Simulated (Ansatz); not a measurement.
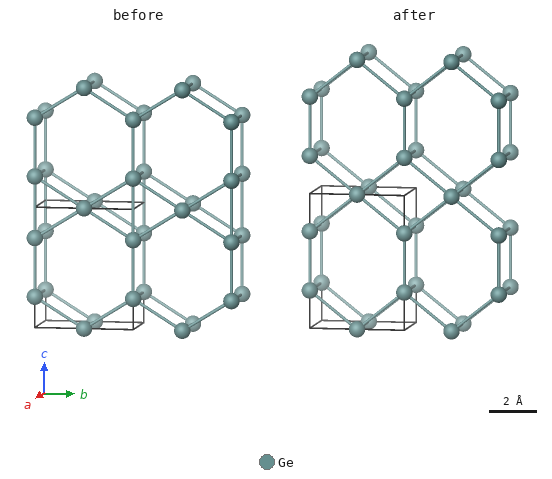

The structure of a crystal of Ge (a generated structure, set up in Pmmm) (coarse preliminary run) before (left) and after (right) a relaxation, at one scale.

A ball-and-stick model of the cell of the calculation, repeated 1 × 2 × 2 with one cell outlined, seen slightly off an axis.

Level of theory: DFT PBE, scalar-relativistic, plane waves, PAW in Ansatz 0.2.0. (plane-wave cutoff 420 eV; k-point mesh 6 × 4 × 4; occupations gaussian; smearing width 0.1 eV; no spin polarisation; cell and atoms relaxed; force threshold 0.04 eV/Å; at most 70 steps)

> Describe what moved and what it gained.

After 8 accepted moves (10 points after the start) the energy has fallen by 228 meV per atom. Largest force component: 1.3 eV/Å at the start, 0.013 eV/Å at the end. The pressure goes from 16.29 to 0.08 GPa. At 2 points the geometry stayed and the basis and grid were re-selected for the new cell (energy shift of 4.3 meV per atom at most each time). The largest moves relative to the cell, 0.14 Å, are those of Ge atoms. The drawn cell changes as follows: a 2.545 → 2.790 Å (+9.6 %), b 4.280 → 4.113 Å (−3.9 %), c 5.189 → 5.809 Å (+11.9 %); the volume changes by +17.9 %. Near-neighbour distances that change, for instance: Ge–Ge 2.655 → 3.256 Å, Ge–Ge 2.545 → 2.790 Å, Ge–Ge 2.518 → 2.623 Å, Ge–Ge 2.534 → 2.553 Å. Bond angles that change, for instance: Ge–Ge–Ge 116.4° → 103.3°, Ge–Ge–Ge 63.6° → 76.7°, Ge–Ge–Ge 121.8° → 128.4°. The space group stays Pmmm (No. 47).

Limits of the set-up: the k-point mesh is coarse for a cell with partly filled bands.
